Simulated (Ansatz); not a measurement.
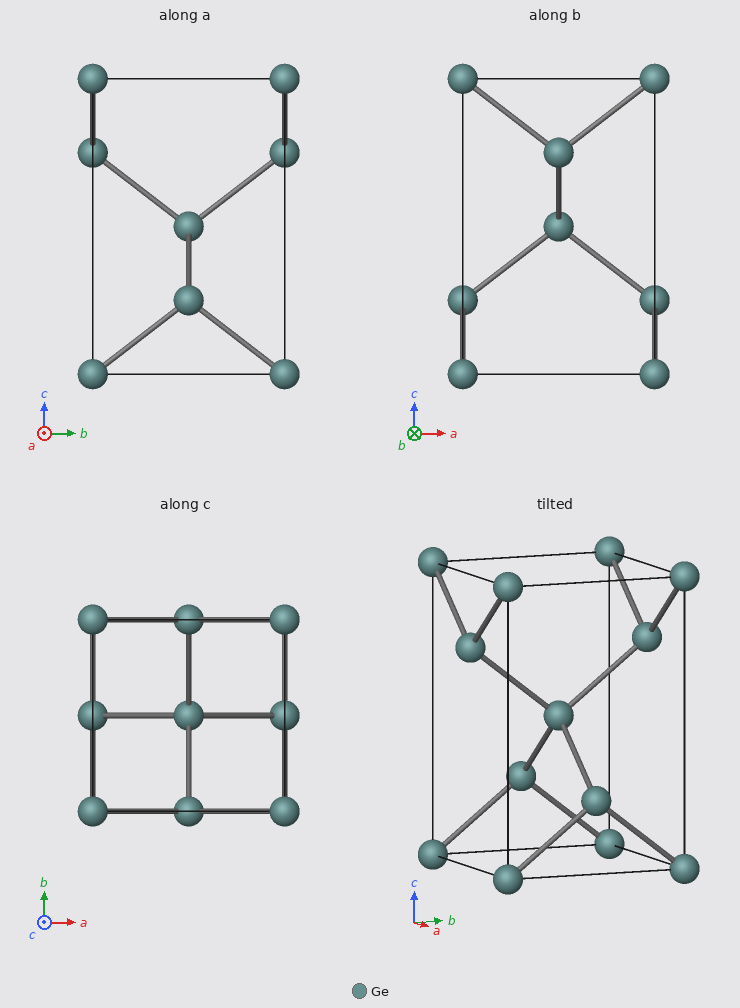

Structure drawing (ball-and-stick), viewed along the a axis, along the b axis, along the c axis and slightly off an axis. One conventional unit cell is framed, with atoms on its boundary repeated.

Lattice parameters: a = 3.8113 Å, b = 3.8113 Å, c = 5.8686 Å, α = 90.000°, β = 90.000°, γ = 90.000°.

Write down what is shown as a CIF with its space group and independent sites.

Answer.
```cif
data_structure
_symmetry_space_group_name_H-M 'I 41/a m d :1'
_symmetry_Int_Tables_number 141
_cell_length_a 3.8113
_cell_length_b 3.8113
_cell_length_c 5.8686
_cell_angle_alpha 90.000
_cell_angle_beta 90.000
_cell_angle_gamma 90.000
_cell_volume 85.25
loop_
_atom_site_label
_atom_site_type_symbol
_atom_site_symmetry_multiplicity
_atom_site_Wyckoff_symbol
_atom_site_fract_x
_atom_site_fract_y
_atom_site_fract_z
_atom_site_occupancy
Ge1 Ge 4 a 0.0000 0.0000 0.0000 1
```

It goes back to a structure type filled with this element by a generator (whether the element takes this form wasn't checked). The cell was then strained or its atoms displaced on purpose. A calculation with Ansatz used it as input.

At this level of theory the cell isn't at rest (compressed, at 9 GPa), so its distances can differ from those at equilibrium, the more so the softer the solid.
